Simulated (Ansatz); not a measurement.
# Ni: geometry relaxation (part 1 of 2)

Ni (slab, 4 atoms in the cell), computed with DFT, PBE, all-electron LAPW, scalar-relativistic, spin-polarised (Ansatz 0.2.0).

It belongs to a series of runs on one base structure; here: atoms relaxed, LAPW. Figures and captions count atoms from 1; the log counts them from 0 in places.

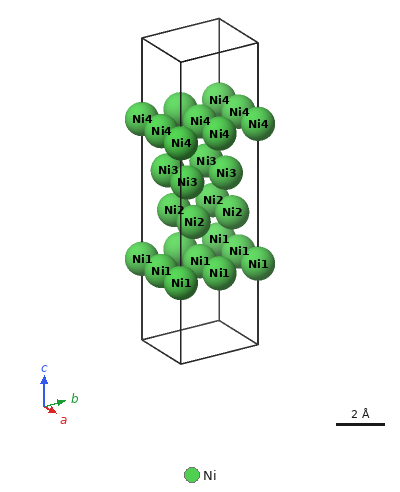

*The structure as given in the input (spheres-only view of the 2 × 2 repeat of the cell, with the vacuum cut short, seen slightly off an axis; atoms are numbered from 1 in the order of the input).*

## Results in brief

```json
{"quantity": "outcome", "value": "converged"}
{"quantity": "electrons in bands (core shells apart)", "value": "72"}
{"quantity": "free energy", "value": "−165530.1720 eV"}
{"quantity": "Fermi energy", "value": "3.591 eV"}
{"quantity": "net moment of the cell", "value": "2.66 μB"}
{"quantity": "integrated absolute moment", "value": "3.09 μB"}
{"quantity": "final volume", "value": "118.45 Å³"}
{"quantity": "largest force (length of the vector) at the end", "value": "0.003 eV/Å"}
{"quantity": "hardware", "value": "2 threads of Arm Neoverse V2, 24 GiB of memory available, shared host"}
{"quantity": "wall time", "value": "4.1 min (CPU time 8.2 min)"}
{"quantity": "peak memory", "value": "1 GiB"}
```

## Input
```yaml
crystal:
  lattice:
    - [2.4880368655, 0.0, 0.0]
    - [-1.2440184327, 2.1547031311, 0.0]
    - [0.0, 0.0, 22.0944]
  atoms:
    - { symbol: Ni, position: [0.0, 0.0, 0.3634997658], spin: 1.0 }
    - { symbol: Ni, position: [0.3333333333, 0.6666666667, 0.4542488213], spin: 1.0 }
    - { symbol: Ni, position: [0.6666666667, 0.3333333333, 0.5457515064], spin: 1.0 }
    - { symbol: Ni, position: [0.0, 0.0, 0.6364999059], spin: 1.0 }
magnetization:
  spin_polarized: true
kpoints:
  mp_grid: { grid: [19, 19, 1] }
scf:
  occupations: { method: fermi_dirac, width: 0.05 }
hamiltonian:
  xc: pbe
  pseudopotentials: { kind: all_electron, lapw: { basis_error: 0.001 } }
output:
  forces: true
  stress: true
  eigenvalues: true
relax:
  f_tol: 0.01
  max_steps: 12
efield:
  axis: 3
  amplitude: 0
  dipole_correction: true
```

Launched with:
```bash
ansatz run input.yaml --threads 2 --pin off --max-ram 6144MiB --backend cpu --events-out ev --progress --plain --runs-dir out
```

## Output
```
The last accepted step is kept in [file] (removed where the run ends without a failure and the disk answers)
LAPW: plane waves up to 9.451 Å⁻¹, error target 1.0e-3 eV per atom; small_component_spin mean_spin; Ni in spheres of 1.196 Å, 18 of its electrons in bands, Dirac shells [] (how accurate: hamiltonian.pseudopotentials.lapw.basis_error, Limitations)
Engine: ansatz 0.2.0, aarch64-unknown-linux-gnu
Pseudopotentials: kind: all_electron
Pseudopotential: Ni, LAPW, valence charge 18, lapw/all_electron/scalar/gaussian/Ni, Koelling and Harmon's equation, gaussian nucleus
Functional definition: PBE
  parameter kappa = 0.804
  parameter beta = 0.06672455060314922
  exchange = pbe_x(kappa = kappa, mu = beta*pi^2/3)
  correlation = pbe_c(beta = beta)
Crystal: 4 atoms, lattice volume = 118.448 Å³
Basis set: ecut = 340.32702477893866 eV, 1723 PW (Γ), exchange–correlation at level 2
Bands: 46, of which v1, the nominal top of the filled ones, is band 36 counted from 1 (35 counted from 0)
Symmetry: 6 space group operations
k-points: 40 of 361 (time reversal used)
Non-local potential: Ni, projectors of the file, none
Initial density: superposition of atomic densities (neutral atoms: chi_scale 0, normalization atom)
Starting moments: Σ|m| = 4 μB on 4 of 4 sites
Initial wavefunctions: plane waves of lowest kinetic energy (no species holds an atomic orbital)
Functional: x = pbe(κ = 0.804, μ = 0.2195149727645171), c = pbe(β = 0.06672455060314922)
iter 1 solved again at ethr=8.68e-3 eV; its pass at ethr=1.00e-1 eV (dr2=6.25e0 eV) is discarded
SCF iter   1: F=—  HF=-165530.802345 eV  |F-HF|=—  |Δ(HF+E_count)|=         —  Δρ=1.50e-2 (↑9.37e-3 ↓1.50e-2)  dr2=6.29e0  dr2_m=7.37e-2  M=2.906 μB ∫|m|=3.151 μB  β_m=1.00  ethr=8.68e-3  p=-0.000 e·Å  D=-9.32e-14 V/Å  ΔV_dip=0.00 eV  dr2_dipole=2.79e-10  V_vac-E_F(+/−)=8.76/8.76 eV  ⟨swp⟩=2.0  Hψ=24337  notcnv=0
Mixer restart at iter 1: flushing history
efield: sawtooth ramp at fractional position 0.9500 (placed from the atoms, in the widest stretch of the axis that holds none; the zero of the levels goes with the place), width 0.1000; the density the first Hamiltonian is built on has a dipole p = -0.000 e·Å; the dipole correction subtracts the counter field D = -8.86e-12 V/Å, which shifts the + side's vacuum level by +0.00 eV against the − side's; the planar-averaged density in the ramp window peaks in size at 1.6e-6 e/Å³
preconditioner: auto → LDOS  [metal: Δε(μ)=0.010 eV  Ē_g=8.600 eV  σ=0.050 eV  W_gap=0.05  n_scr=16 (ndim 8)  ℏωp=21.6 eV  f_vac=0.573  D(μ)=8.87/eV (n_scr^D=114)]
spin=Collinear: LDOS preconditioning applied to the charge; magnetization (m = ρ↑ − ρ↓) channel mixes plain (no charge-response kernel on spin).
SCF iter   2: F=—  HF=-165530.367774 eV  |F-HF|=—  |Δ(HF+E_count)|=   4.35e-1  Δρ=6.96e-3 (↑5.37e-3 ↓6.96e-3)  dr2=2.55e0  dr2_m=3.23e-3  M=2.673 μB ∫|m|=3.064 μB  β_m=0.39  ethr=8.68e-3  p=0.000 e·Å  D=7.73e-7 V/Å  ΔV_dip=-0.00 eV  dr2_dipole=1.36e-10  V_vac-E_F(+/−)=7.52/7.52 eV  ⟨swp⟩=2.1  Hψ=11048  notcnv=0
density mixer auto → msr1: a metal under ldos (density of states about μ 3.38 of a free-electron gas's, 16 screened modes)
SCF iter   3: F=—  HF=-165530.127909 eV  |F-HF|=—  |Δ(HF+E_count)|=   2.40e-1  Δρ=5.04e-3 (↑5.04e-3 ↓3.13e-3)  dr2=3.34e-1  dr2_m=9.82e-3  M=2.552 μB ∫|m|=3.018 μB  β_m=0.68  ethr=3.54e-3  p=0.000 e·Å  D=1.29e-6 V/Å  ΔV_dip=-0.00 eV  dr2_dipole=6.33e-11  V_vac-E_F(+/−)=5.98/5.98 eV  ⟨swp⟩=2.8  Hψ=11206  notcnv=0
iter 4 solved again at ethr=1.41e-5 eV; its pass at ethr=4.63e-4 eV (dr2=1.02e-2 eV) is discarded
SCF iter   4: F=—  HF=-165530.170280 eV  |F-HF|=—  |Δ(HF+E_count)|=         —  Δρ=1.68e-3 (↑1.68e-3 ↓1.21e-3)  dr2=9.92e-3  dr2_m=1.02e-3  M=2.642 μB ∫|m|=3.057 μB  β_m=0.56  ethr=1.41e-5  p=-0.000 e·Å  D=-3.72e-7 V/Å  ΔV_dip=0.00 eV  dr2_dipole=9.75e-11  V_vac-E_F(+/−)=5.25/5.25 eV  ⟨swp⟩=2.0  Hψ=18874  notcnv=0
the basis was enlarged: its passes take 2.1 MiB over the memory plan, 2 of 2 planned eigensolver slots
SCF iter   5: F=—  HF=-165530.170391 eV  |F-HF|=—  |Δ(HF+E_count)|=         —  Δρ=1.89e-3 (↑1.89e-3 ↓9.93e-4)  dr2=3.06e-2  dr2_m=1.99e-3  M=2.664 μB ∫|m|=3.071 μB  β_m=0.56  ethr=1.38e-5  p=0.000 e·Å  D=3.06e-7 V/Å  ΔV_dip=-0.00 eV  dr2_dipole=2.89e-11  V_vac-E_F(+/−)=5.17/5.17 eV  ⟨swp⟩=3.0  Hψ=11769  notcnv=0
SCF iter   6: F=—  HF=-165530.170388 eV  |F-HF|=—  |Δ(HF+E_count)|=   3.69e-6  Δρ=1.28e-3 (↑1.28e-3 ↓6.77e-4)  dr2=4.91e-3  dr2_m=9.29e-4  M=2.665 μB ∫|m|=3.074 μB  β_m=0.78  ethr=1.38e-5  p=0.000 e·Å  D=2.08e-7 V/Å  ΔV_dip=-0.00 eV  dr2_dipole=8.72e-12  V_vac-E_F(+/−)=5.02/5.02 eV  ⟨swp⟩=2.8  Hψ=10817  notcnv=0
SCF iter   7: F=—  HF=-165530.171736 eV  |F-HF|=—  |Δ(HF+E_count)|=   1.35e-3  Δρ=4.30e-4 (↑4.30e-4 ↓3.14e-4)  dr2=4.95e-3  dr2_m=1.66e-5  M=2.656 μB ∫|m|=3.084 μB  β_m=0.65  ethr=6.82e-6  p=0.000 e·Å  D=3.64e-7 V/Å  ΔV_dip=-0.00 eV  dr2_dipole=3.88e-10  V_vac-E_F(+/−)=5.06/5.06 eV  ⟨swp⟩=2.0  Hψ=10377  notcnv=0
SCF iter   8: F=—  HF=-165530.171742 eV  |F-HF|=—  |Δ(HF+E_count)|=   5.62e-6  Δρ=3.39e-4 (↑2.67e-4 ↓3.39e-4)  dr2=3.09e-3  dr2_m=2.31e-6  M=2.658 μB ∫|m|=3.087 μB  β_m=0.83  ethr=6.82e-6  p=0.000 e·Å  D=3.56e-7 V/Å  ΔV_dip=-0.00 eV  dr2_dipole=9.40e-11  V_vac-E_F(+/−)=5.03/5.03 eV  ⟨swp⟩=2.0  Hψ=10375  notcnv=0
SCF iter   9: F=—  HF=-165530.171868 eV  |F-HF|=—  |Δ(HF+E_count)|=   1.26e-4  Δρ=2.56e-4 (↑1.96e-4 ↓2.56e-4)  dr2=1.21e-3  dr2_m=7.92e-6  M=2.659 μB ∫|m|=3.090 μB  β_m=0.91  ethr=4.29e-6  p=-0.000 e·Å  D=-1.45e-7 V/Å  ΔV_dip=0.00 eV  dr2_dipole=8.85e-10  V_vac-E_F(+/−)=5.03/5.03 eV  ⟨swp⟩=2.0  Hψ=10375  notcnv=0
SCF iter  10: F=—  HF=-165530.172040 eV  |F-HF|=—  |Δ(HF+E_count)|=   1.72e-4  Δρ=9.49e-5 (↑9.03e-5 ↓9.49e-5)  dr2=2.19e-4  dr2_m=1.80e-6  M=2.659 μB ∫|m|=3.094 μB  β_m=0.91  ethr=1.68e-6  p=0.000 e·Å  D=2.48e-6 V/Å  ΔV_dip=-0.00 eV  dr2_dipole=6.84e-8  V_vac-E_F(+/−)=5.05/5.05 eV  ⟨swp⟩=2.0  Hψ=10416  notcnv=0
SCF iter  11: F=—  HF=-165530.172054 eV  |F-HF|=—  |Δ(HF+E_count)|=   1.38e-5  Δρ=3.40e-5 (↑3.40e-5 ↓2.62e-5)  dr2=1.22e-5  dr2_m=2.92e-7  M=2.659 μB ∫|m|=3.094 μB  β_m=0.80  ethr=3.04e-7  p=-0.000 e·Å  D=-4.88e-6 V/Å  ΔV_dip=0.00 eV  dr2_dipole=4.16e-7  V_vac-E_F(+/−)=5.06/5.06 eV  ⟨swp⟩=2.5  Hψ=10441  notcnv=0
SCF iter  12: F=—  HF=-165530.172048 eV  |F-HF|=—  |Δ(HF+E_count)|=   5.31e-6  Δρ=2.12e-5 (↑1.34e-5 ↓2.12e-5)  dr2=7.21e-6  dr2_m=1.49e-7  M=2.659 μB ∫|m|=3.092 μB  β_m=0.73  ethr=1.70e-8  p=0.000 e·Å  D=4.04e-6 V/Å  ΔV_dip=-0.00 eV  dr2_dipole=5.02e-8  V_vac-E_F(+/−)=5.06/5.06 eV  ⟨swp⟩=3.0  Hψ=11032  notcnv=0
SCF iter  13: F=—  HF=-165530.172049 eV  |F-HF|=—  |Δ(HF+E_count)|=   1.62e-7  Δρ=4.09e-6 (↑4.09e-6 ↓3.29e-6)  dr2=2.05e-7  dr2_m=1.01e-8  M=2.659 μB ∫|m|=3.091 μB  β_m=0.75  ethr=1.00e-8  p=-0.000 e·Å  D=-1.98e-6 V/Å  ΔV_dip=0.00 eV  dr2_dipole=1.31e-8  V_vac-E_F(+/−)=5.06/5.06 eV  ⟨swp⟩=2.2  Hψ=10411  notcnv=0
SCF iter  14: F=-165530.172049 eV  HF=-165530.172049 eV  |F-HF|=7.36e-8  |Δ(HF+E_count)|=   1.08e-7  Δρ=2.08e-6 (↑1.14e-6 ↓2.08e-6)  dr2=7.48e-8  dr2_m=1.97e-9  M=2.659 μB ∫|m|=3.091 μB  ethr=2.85e-10  p=0.000 e·Å  D=2.93e-6 V/Å  ΔV_dip=-0.00 eV  dr2_dipole=1.78e-8  V_vac-E_F(+/−)=5.06/5.06 eV  ⟨swp⟩=3.0  Hψ=10834  notcnv=0
SCF 1 converged in 14 iterations: F = -165530.172049 eV  dr2 = 7.48e-8
relax step   1: F+E_penalty+E_count = -165530.17204863 eV  Δ(F+E_penalty+E_count) = +0.000e0 eV  max|allowed force component| = 2.996e-3 eV/Å  Δτ_max = 0.0000 Å  (14 SCF iters, dr2 threshold 2.50e-6 eV, accepted)
Initial density: handed on by an earlier stage of this run
Starting moments: Σ|m| = 4 μB on 4 of 4 sites; this step starts from the density that it was given
Initial wavefunctions: those handed on with the density
iter 1 solved again at ethr=1.50e-10 eV; its pass at ethr=1.00e-1 eV (dr2=1.08e-7 eV) is discarded
```
